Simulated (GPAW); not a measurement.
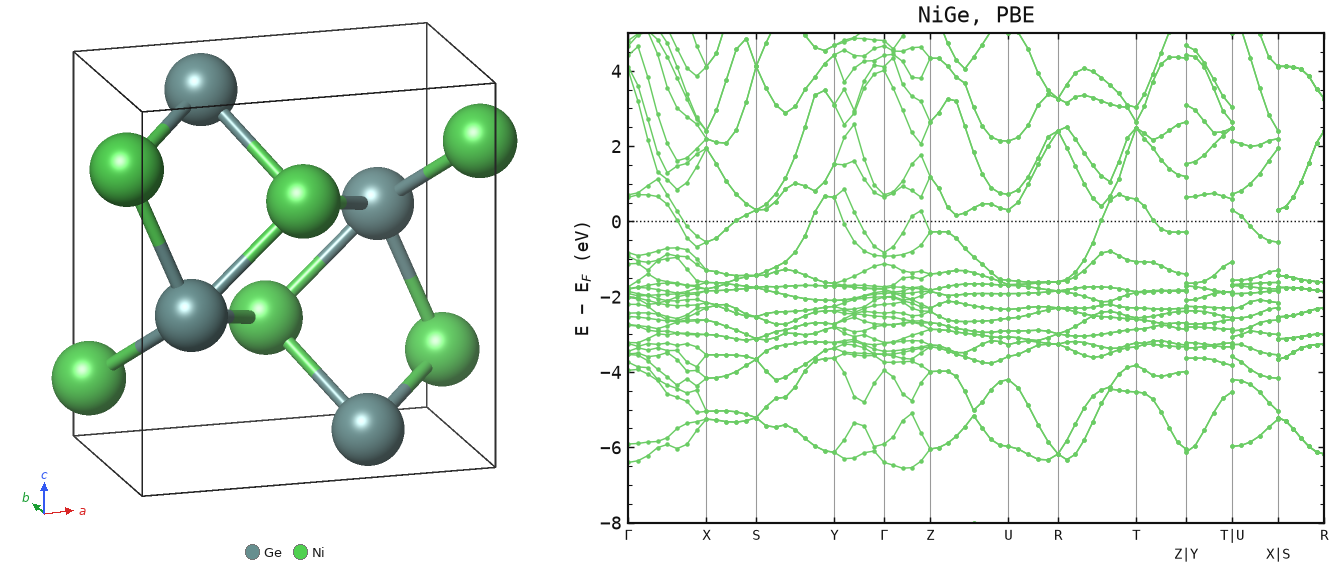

Band structure, beside the structure. Energies are counted from the Fermi level.

Input of the run:

```python
from ase import Atoms
from ase.dft.bandgap import bandgap
from ase.io import write
from ase.units import GPa
from gpaw import GPAW, PW

atoms = Atoms(['Ge', 'Ge', 'Ge', 'Ge', 'Ni', 'Ni', 'Ni', 'Ni'],
              cell=[[5.381, 0.0, 0.0],
                    [0.0, 3.428, 0.0],
                    [0.0, 0.0, 5.811]],
              scaled_positions=[[0.312, 0.75, 0.917],
                                [0.688, 0.25, 0.083],
                                [0.188, 0.25, 0.417],
                                [0.812, 0.75, 0.583],
                                [0.495, 0.75, 0.31],
                                [0.505, 0.25, 0.69],
                                [0.005, 0.25, 0.81],
                                [0.995, 0.75, 0.19]],
              pbc=True)
atoms.set_initial_magnetic_moments([0.0, 0.0, 0.0, 0.0, 1.0, 1.0, 1.0, 1.0])

calc = GPAW(mode=PW(600),
            xc='PBE',
            kpts={'size': (4, 5, 3), 'gamma': True},
            occupations={'name': 'fermi-dirac', 'width': 0.05},
            nbands=68,
            convergence={'density': 1e-05, 'energy': 1e-05},
            maxiter=150,
            txt='gpaw.txt')
atoms.calc = calc
energy = atoms.get_potential_energy()
forces = atoms.get_forces()
stress = atoms.get_stress()
calc.write('gs.gpw')
write('result.traj', atoms)
print(f'Energy: {energy:.6f} eV')
print('Forces (eV/A):')
print(forces.round(4))
print('Stress (GPa):', (stress / GPa).round(3))
print('Moments:', calc.get_magnetic_moments().round(3))
print('Fermi level:', round(calc.get_fermi_level(), 4), 'eV')
print(f'Gap: {bandgap(calc)[0]:.4f} eV, direct: {bandgap(calc, direct=True)[0]:.4f} eV')

path = atoms.cell.bandpath('GXSYGZURTZ,YT,UX,SR', npoints=80, eps=1e-4)
bs_calc = calc.fixed_density(kpts=path, symmetry='off', nbands=95,
                             convergence={'bands': 'CBM+6.0', 'eigenstates': 1e-6}, txt='bands.txt')
bs = bs_calc.band_structure()
bs.write('bs.json')
print(f'Gap on the path: {bandgap(bs_calc)[0]:.4f} eV')
```

System: NiGe, space group Pnma, 8 atoms in the cell.

Level of theory: PBE, GPAW PAW data sets (gpaw-data 1.2.1), collinear spin, ferromagnetic start that ends with little or no moment, no spin-orbit coupling, 4×5×3 k mesh, 600 eV cutoff, Fermi-Dirac smearing of 0.05 eV; code GPAW 26.7.0.

**Metal, semiconductor or insulator?**

A metal: bands cross the Fermi level along this path.

**Which levels at R lie nearest to the Fermi level?**

At R the nearest levels lie 1.61 eV below and 2.41 eV above the Fermi level.

The k mesh is coarse (spacing up to 0.37 Å⁻¹), so the values aren't converged. The cell is at 4 GPa in this functional. Bands are joined in order of energy, so crossings between the computed points show as kinks or gaps. In reduced coordinates of the cell that was run, X is (0, −0.5, 0), S is (−0.5, −0.5, 0), Y is (−0.5, 0, 0), Z is (0, 0, −0.5), U is (0, −0.5, −0.5), R is (−0.5, −0.5, −0.5) and T is (−0.5, 0, −0.5).
